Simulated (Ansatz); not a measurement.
**Geometry relaxation, with input and output: Mo13S24 (charge +2) (part 3 of 3)**

The same run, continued: Mo13S24 (defect cell, 37 atoms in the cell, total charge +2); DFT PBE+D3(BJ), scalar-relativistic, plane waves, PAW, spin-polarised (Ansatz 0.2.0); cutoff 420 eV, 2×2×2 k-mesh, Gaussian smearing of 0.01 eV, collinear spins. The structure derives from a Materials Project entry. It belongs to a series of runs on one base structure; here: Mo interstitial, charge +2, atoms relaxed at the host's cell, started again with a moment of 4 μB.

Output, continued
```
--- Relaxed structure (2 steps of the walk, 2 accepted, 0 SCFs on fresh bases) ---
  F+E_penalty+E_count = -86143.17963723 eV   max|allowed force component| = 2.408e-2 eV/Å
  atoms:
    - { symbol: Mo, position: [0.5024014576833333, 0.5002020296833334, 0.0006870361833333782] }
    - { symbol: Mo, position: [0.16646463698333333, 0.1642652089833334, 0.6659796304833334] }
    - { symbol: Mo, position: [0.33333333333333337, 0.8380067302833335, 0.8286599363833334] }
    - { symbol: Mo, position: [0.3333333333333334, 0.33333333333333337, 0.33333333333333337] }
    - { symbol: Mo, position: [0.8286599363833335, 0.3333333333333335, 0.8380067302833334] }
    - { symbol: Mo, position: [0.5002020296833334, 1.0006870361833335, 0.5024014576833332] }
    - { symbol: Mo, position: [0.1642652089833333, 0.6659796304833335, 0.16646463698333333] }
    - { symbol: Mo, position: [-0.0041745272166667236, 0.9958254727833336, -0.004174527216666557] }
    - { symbol: Mo, position: [0.6708411938833334, 0.6708411938833335, 0.6708411938833334] }
    - { symbol: Mo, position: [0.0006870361833333227, 0.5024014576833334, 0.5002020296833334] }
    - { symbol: Mo, position: [0.6659796304833335, 0.16646463698333333, 0.16426520898333336] }
    - { symbol: Mo, position: [0.8380067302833335, 0.8286599363833334, 0.3333333333333334] }
    - { symbol: S, position: [0.4276797555833333, 0.5912633062833336, 0.7537862588333333] }
    - { symbol: S, position: [0.08714153718333334, 0.2566272742833334, 0.42091557618333336] }
    - { symbol: S, position: [0.2566632907833334, 0.9204407876333336, 0.5846089715833334] }
    - { symbol: S, position: [0.25662727428333343, 0.4209155761833334, 0.08714153718333334] }
    - { symbol: S, position: [0.7537862588333333, 0.4276797555833334, 0.5912633062833335] }
    - { symbol: S, position: [0.42091557618333336, 0.08714153718333337, 0.2566272742833334] }
    - { symbol: S, position: [0.08755321648333336, 0.7478889690833334, 0.9143838644833333] }
    - { symbol: S, position: [0.9143838644833333, 0.08755321648333342, 0.7478889690833334] }
    - { symbol: S, position: [0.5912633062833337, 0.7537862588333334, 0.4276797555833334] }
    - { symbol: S, position: [0.9204407876333336, 0.5846089715833334, 0.2566632907833334] }
    - { symbol: S, position: [0.5846089715833334, 0.2566632907833333, 0.9204407876333334] }
    - { symbol: S, position: [0.7478889690833332, 0.9143838644833334, 0.08755321648333347] }
    - { symbol: S, position: [0.24575109048333338, 0.4100393923833334, 0.5795251294833335] }
    - { symbol: S, position: [0.9128804078333334, 0.07540336038333334, 0.2389869110833334] }
    - { symbol: S, position: [0.08205769508333338, 0.7462258790333336, 0.41000337588333335] }
    - { symbol: S, position: [0.07540336038333328, 0.23898691108333342, 0.9128804078333332] }
    - { symbol: S, position: [0.5795251294833335, 0.24575109048333338, 0.4100393923833334] }
    - { symbol: S, position: [0.2389869110833334, 0.9128804078333332, 0.0754033603833334] }
    - { symbol: S, position: [0.9187776975833333, 0.5791134501833332, 0.7522828021833334] }
    - { symbol: S, position: [0.7522828021833334, 0.9187776975833333, 0.5791134501833333] }
    - { symbol: S, position: [0.41003939238333337, 0.5795251294833335, 0.24575109048333335] }
    - { symbol: S, position: [0.7462258790333335, 0.4100033758833334, 0.08205769508333333] }
    - { symbol: S, position: [0.41000337588333335, 0.08205769508333338, 0.7462258790333334] }
    - { symbol: S, position: [0.5791134501833333, 0.7522828021833337, 0.9187776975833334] }
    - { symbol: Mo, position: [0.8333333333333333, 0.8333333333333333, 0.8333333333333331] }
--- Löwdin populations: 37 sites ---
  site symbol       q [e]    m [muB]
     0     Mo     13.6505     0.0216
     1     Mo     13.6505     0.0216
     2     Mo     13.6661     0.0161
     3     Mo     13.6348     0.0107
     4     Mo     13.6661     0.0161
     5     Mo     13.6505     0.0216
     6     Mo     13.6505     0.0216
     7     Mo     13.6504    -0.0091
     8     Mo     13.6504    -0.0091
     9     Mo     13.6505     0.0216
    10     Mo     13.6505     0.0216
    11     Mo     13.6661     0.0161
    12      S      5.9923     0.0012
    13      S      6.0111     0.0062
    14      S      5.9900    -0.0016
    15      S      6.0111     0.0062
    16      S      5.9923     0.0012
    17      S      6.0111     0.0062
    18      S      6.0137     0.0263
    19      S      6.0137     0.0263
    20      S      5.9923     0.0012
    21      S      5.9900    -0.0016
    22      S      5.9900    -0.0016
    23      S      6.0137     0.0263
    24      S      6.0111     0.0062
    25      S      5.9923     0.0012
    26      S      5.9900    -0.0016
    27      S      5.9923     0.0012
    28      S      6.0111     0.0062
    29      S      5.9923     0.0012
    30      S      6.0137     0.0263
    31      S      6.0137     0.0263
    32      S      6.0111     0.0062
    33      S      5.9900    -0.0016
    34      S      5.9900    -0.0016
    35      S      6.0137     0.0263
    36     Mo     13.6070     1.5827
  spilling = 0.007761 (of n_electrons = 324.000000)
```

File populations.tsv
```
# site	symbol	l	j	q_up	q_dn
# orbitals = lowdin
# n_electrons = 324.000000
# spilling = 0.007761
0	Mo	0_4S	-	0.982918	0.982904
0	Mo	0_5S	-	0.259375	0.258293
0	Mo	1_4P	-	2.996638	2.996609
0	Mo	2_4D	-	2.597081	2.576648
1	Mo	0_4S	-	0.982918	0.982904
1	Mo	0_5S	-	0.259375	0.258293
1	Mo	1_4P	-	2.996638	2.996609
1	Mo	2_4D	-	2.597081	2.576648
2	Mo	0_4S	-	0.982861	0.982850
2	Mo	0_5S	-	0.259437	0.259012
2	Mo	1_4P	-	2.996373	2.996350
2	Mo	2_4D	-	2.602407	2.586771
3	Mo	0_4S	-	0.982829	0.982829
3	Mo	0_5S	-	0.258886	0.258913
3	Mo	1_4P	-	2.996867	2.996854
3	Mo	2_4D	-	2.584172	2.573454
4	Mo	0_4S	-	0.982861	0.982850
4	Mo	0_5S	-	0.259437	0.259012
4	Mo	1_4P	-	2.996373	2.996350
4	Mo	2_4D	-	2.602407	2.586771
5	Mo	0_4S	-	0.982918	0.982904
5	Mo	0_5S	-	0.259375	0.258293
5	Mo	1_4P	-	2.996638	2.996609
5	Mo	2_4D	-	2.597081	2.576648
6	Mo	0_4S	-	0.982918	0.982904
6	Mo	0_5S	-	0.259375	0.258293
6	Mo	1_4P	-	2.996638	2.996609
6	Mo	2_4D	-	2.597081	2.576648
7	Mo	0_4S	-	0.982250	0.982180
7	Mo	0_5S	-	0.259588	0.258638
7	Mo	1_4P	-	2.997190	2.997026
7	Mo	2_4D	-	2.581631	2.591924
8	Mo	0_4S	-	0.982250	0.982180
8	Mo	0_5S	-	0.259588	0.258638
8	Mo	1_4P	-	2.997190	2.997026
8	Mo	2_4D	-	2.581631	2.591924
9	Mo	0_4S	-	0.982918	0.982904
9	Mo	0_5S	-	0.259375	0.258293
9	Mo	1_4P	-	2.996638	2.996609
9	Mo	2_4D	-	2.597081	2.576648
10	Mo	0_4S	-	0.982918	0.982904
10	Mo	0_5S	-	0.259375	0.258293
10	Mo	1_4P	-	2.996638	2.996609
10	Mo	2_4D	-	2.597081	2.576648
11	Mo	0_4S	-	0.982861	0.982850
11	Mo	0_5S	-	0.259437	0.259012
11	Mo	1_4P	-	2.996373	2.996350
11	Mo	2_4D	-	2.602407	2.586771
12	S	0_3S	-	0.883389	0.882805
12	S	1_3P	-	2.113368	2.112704
13	S	0_3S	-	0.885219	0.884683
13	S	1_3P	-	2.123431	2.117723
14	S	0_3S	-	0.885385	0.884530
14	S	1_3P	-	2.108813	2.111273
15	S	0_3S	-	0.885219	0.884683
15	S	1_3P	-	2.123431	2.117723
16	S	0_3S	-	0.883389	0.882805
16	S	1_3P	-	2.113368	2.112704
17	S	0_3S	-	0.885219	0.884683
17	S	1_3P	-	2.123431	2.117723
18	S	0_3S	-	0.852696	0.848299
18	S	1_3P	-	2.167267	2.145393
19	S	0_3S	-	0.852696	0.848299
19	S	1_3P	-	2.167267	2.145393
20	S	0_3S	-	0.883389	0.882805
20	S	1_3P	-	2.113368	2.112704
21	S	0_3S	-	0.885385	0.884530
21	S	1_3P	-	2.108813	2.111273
22	S	0_3S	-	0.885385	0.884530
22	S	1_3P	-	2.108813	2.111273
23	S	0_3S	-	0.852696	0.848299
23	S	1_3P	-	2.167267	2.145393
24	S	0_3S	-	0.885219	0.884683
24	S	1_3P	-	2.123431	2.117723
25	S	0_3S	-	0.883389	0.882805
25	S	1_3P	-	2.113368	2.112704
26	S	0_3S	-	0.885385	0.884530
26	S	1_3P	-	2.108813	2.111273
27	S	0_3S	-	0.883389	0.882805
27	S	1_3P	-	2.113368	2.112704
28	S	0_3S	-	0.885219	0.884683
28	S	1_3P	-	2.123431	2.117723
29	S	0_3S	-	0.883389	0.882805
29	S	1_3P	-	2.113368	2.112704
30	S	0_3S	-	0.852696	0.848299
30	S	1_3P	-	2.167267	2.145393
31	S	0_3S	-	0.852696	0.848299
31	S	1_3P	-	2.167267	2.145393
32	S	0_3S	-	0.885219	0.884683
32	S	1_3P	-	2.123431	2.117723
33	S	0_3S	-	0.885385	0.884530
33	S	1_3P	-	2.108813	2.111273
34	S	0_3S	-	0.885385	0.884530
34	S	1_3P	-	2.108813	2.111273
35	S	0_3S	-	0.852696	0.848299
35	S	1_3P	-	2.167267	2.145393
36	Mo	0_4S	-	0.989005	0.988776
36	Mo	0_5S	-	0.258523	0.232974
36	Mo	1_4P	-	2.995115	2.994474
36	Mo	2_4D	-	3.352227	1.795918
```

Trajectory as extended XYZ (Å, eV, eV/Å), 2 frames, from step=1 to step=2
```
37
Lattice="3.1495 5.4550 -6.6452 3.1495 -5.4550 -6.6452 -6.2989 0.0000 -6.6452" Properties=species:S:1:pos:R:3:forces:R:3 step=1 energy=-86143.17964
Mo    3.1533    0.0120   -6.6670   -0.0156  -0.0188   0.0084
Mo   -3.1533    0.0120   -6.6233    0.0156  -0.0188  -0.0084
Mo   -1.5306   -2.7530  -13.2903    0.0187  -0.0108   0.0000
Mo    0.0000    0.0000   -6.6452    0.0000   0.0000   0.0000
Mo   -1.6189    2.7020  -13.2903   -0.0187  -0.0108   0.0000
Mo    1.5624   -2.7302  -13.3122    0.0241  -0.0041   0.0084
Mo    1.5663   -2.7369   -6.6233    0.0084   0.0229  -0.0084
Mo    3.1495   -5.4550   -6.5619    0.0000   0.0000   0.0236
Mo    0.0000    0.0000  -13.3736    0.0000   0.0000  -0.0236
Mo   -1.5663   -2.7369   -6.6670   -0.0084   0.0229   0.0084
Mo    1.5871    2.7249   -6.6233   -0.0241  -0.0041  -0.0084
Mo    3.1495    0.0510  -13.2903    0.0000   0.0216   0.0000
S    -1.5389   -0.8924  -11.7801   -0.0200  -0.0044   0.0118
S    -1.5686   -0.9246   -5.0815    0.0131   0.0198   0.0120
S     0.0248   -3.6209  -11.7069    0.0014  -0.0210  -0.0013
S     1.5850   -0.8962   -5.0815   -0.0237   0.0015   0.0120
S    -0.0033    1.7789  -11.7801    0.0062   0.0195   0.0118
S    -0.0164    1.8208   -5.0815    0.0106  -0.0213   0.0120
S    -3.1284   -3.6022  -11.6279   -0.0206  -0.0065   0.0126
S    -1.5553    4.5104  -11.6279    0.0047   0.0211   0.0126
S     1.5423   -0.8866  -11.7801    0.0138  -0.0151   0.0118
S     3.1234    1.8320  -11.7069    0.0175   0.0117  -0.0013
S    -3.1482    1.7890  -11.7069   -0.0189   0.0093  -0.0013
S     4.6838   -0.9082  -11.6279    0.0159  -0.0146   0.0126
S    -1.5850   -0.8962   -8.2089    0.0237   0.0015  -0.0120
S     1.6072    4.5685   -8.1554   -0.0138  -0.0151  -0.0118
S     0.0261   -3.6231   -8.2286   -0.0175   0.0117   0.0013
S    -4.7600   -0.8924   -8.1554    0.0200  -0.0044  -0.0118
S     0.0164    1.8208   -8.2089   -0.0106  -0.0213  -0.0120
S     3.1528   -3.6761   -8.1554   -0.0062   0.0195  -0.0118
S    -0.0210    1.8529  -14.9528    0.0206  -0.0065  -0.0126
S     1.6152   -0.9082  -14.9528   -0.0159  -0.0146  -0.0126
S     1.5686   -0.9246   -8.2089   -0.0131   0.0198  -0.0120
S     3.1246    1.8341   -8.2286   -0.0014  -0.0210   0.0013
S    -3.1507    1.7890   -8.2286    0.0189   0.0093   0.0013
S    -1.5941   -0.9446  -14.9528   -0.0047   0.0211  -0.0126
Mo    0.0000    0.0000  -16.6129    0.0000   0.0000   0.0000
37
Lattice="3.1495 5.4550 -6.6452 3.1495 -5.4550 -6.6452 -6.2989 0.0000 -6.6452" Properties=species:S:1:pos:R:3:forces:R:3 step=2 energy=-86143.17964
Mo    3.1533    0.0120   -6.6670   -0.0157  -0.0188   0.0084
Mo   -3.1533    0.0120   -6.6233    0.0157  -0.0188  -0.0084
Mo   -1.5306   -2.7530  -13.2903    0.0187  -0.0108   0.0000
Mo    0.0000    0.0000   -6.6452    0.0000   0.0000   0.0000
Mo   -1.6189    2.7020  -13.2903   -0.0187  -0.0108   0.0000
Mo    1.5624   -2.7302  -13.3122    0.0241  -0.0042   0.0084
Mo    1.5663   -2.7369   -6.6233    0.0084   0.0229  -0.0084
Mo    3.1495   -5.4550   -6.5619    0.0000   0.0000   0.0235
Mo    0.0000    0.0000  -13.3736    0.0000   0.0000  -0.0235
Mo   -1.5663   -2.7369   -6.6670   -0.0084   0.0229   0.0084
Mo    1.5871    2.7249   -6.6233   -0.0241  -0.0042  -0.0084
Mo    3.1495    0.0510  -13.2903    0.0000   0.0216   0.0000
S    -1.5389   -0.8924  -11.7801   -0.0200  -0.0044   0.0118
S    -1.5686   -0.9246   -5.0815    0.0132   0.0198   0.0120
S     0.0248   -3.6209  -11.7069    0.0014  -0.0210  -0.0013
S     1.5850   -0.8962   -5.0815   -0.0237   0.0015   0.0120
S    -0.0033    1.7789  -11.7801    0.0062   0.0195   0.0118
S    -0.0164    1.8208   -5.0815    0.0106  -0.0213   0.0120
S    -3.1284   -3.6022  -11.6279   -0.0206  -0.0066   0.0126
S    -1.5553    4.5104  -11.6279    0.0046   0.0211   0.0126
S     1.5423   -0.8866  -11.7801    0.0138  -0.0151   0.0118
S     3.1234    1.8320  -11.7069    0.0175   0.0117  -0.0013
S    -3.1482    1.7890  -11.7069   -0.0189   0.0093  -0.0013
S     4.6838   -0.9082  -11.6279    0.0160  -0.0145   0.0126
S    -1.5850   -0.8962   -8.2089    0.0237   0.0015  -0.0120
S     1.6072    4.5685   -8.1554   -0.0138  -0.0151  -0.0118
S     0.0261   -3.6231   -8.2286   -0.0175   0.0117   0.0013
S    -4.7600   -0.8924   -8.1554    0.0200  -0.0044  -0.0118
S     0.0164    1.8208   -8.2089   -0.0106  -0.0213  -0.0120
S     3.1528   -3.6761   -8.1554   -0.0062   0.0195  -0.0118
S    -0.0210    1.8529  -14.9528    0.0206  -0.0066  -0.0126
S     1.6152   -0.9082  -14.9528   -0.0160  -0.0145  -0.0126
S     1.5686   -0.9246   -8.2089   -0.0132   0.0198  -0.0120
S     3.1246    1.8341   -8.2286   -0.0014  -0.0210   0.0013
S    -3.1507    1.7890   -8.2286    0.0189   0.0093   0.0013
S    -1.5941   -0.9446  -14.9528   -0.0046   0.0211  -0.0126
Mo    0.0000    0.0000  -16.6129    0.0000   0.0000   0.0000
```

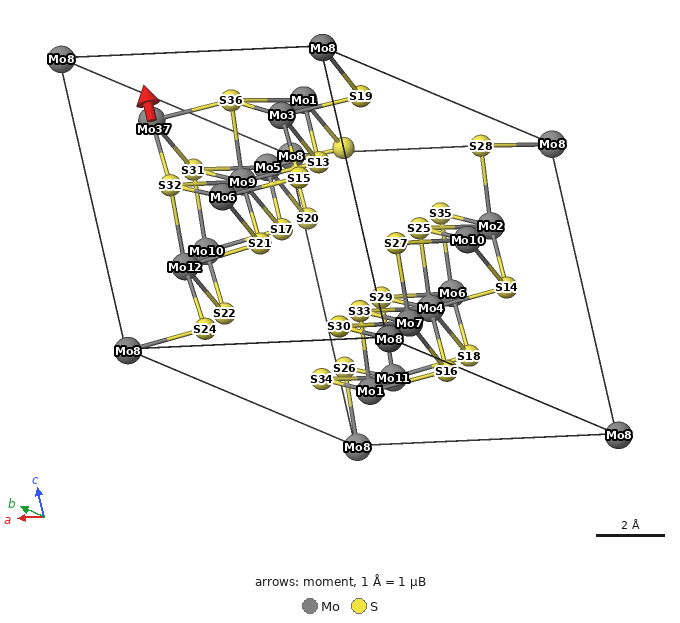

Magnetic moments of the sites as red arrows (ball-and-stick view of the cell of the calculation, seen at an oblique angle; atoms are numbered from 1 in the order of the input); small moments hardly show. The run is collinear, so the axis drawn is arbitrary. Site moments: Mo37 (1.14 μB). They are counted near the atoms and needn't add up to the moment of the cell.

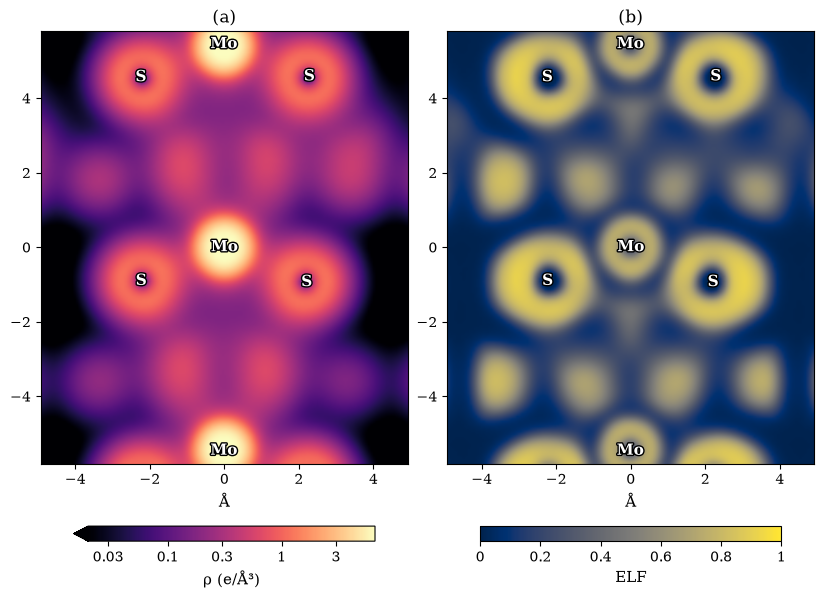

(a) valence charge density (pseudo); (b) electron localisation function on the (110) plane of the calculation cell. Mo–S (2.41 Å): ρ at the midpoint is about 0.6 e/Å³; the ELF is about 0.45 at the midpoint. Mo–S (2.41 Å): the density is about 0.6 e/Å³ at the midpoint; the ELF is about 0.45 at the midpoint. Away from the nuclei the density in this plane falls to 0.008 e/Å³ at its lowest. The strong features right at Mo lie inside the PAW spheres (semicore, d or f shells) and say nothing about bonding. In a PAW calculation such maps are meaningful between the atoms, not at the nuclei.

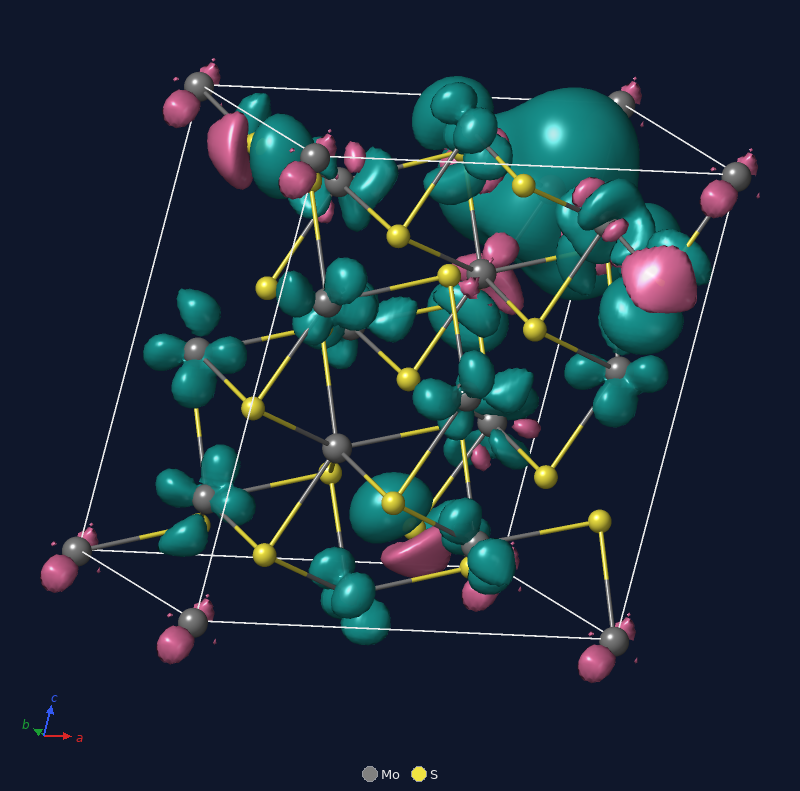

Isosurfaces of the spin density at +0.005 (teal) and −0.005 e/Å³ (pink), seen at an oblique angle. Sticks mark near contacts. The outline is the calculation cell. The spin density sits on Mo: +1.1 μB in one cell of 37 atoms. The cell of the calculation (37 atoms) carries 2.0 μB net.
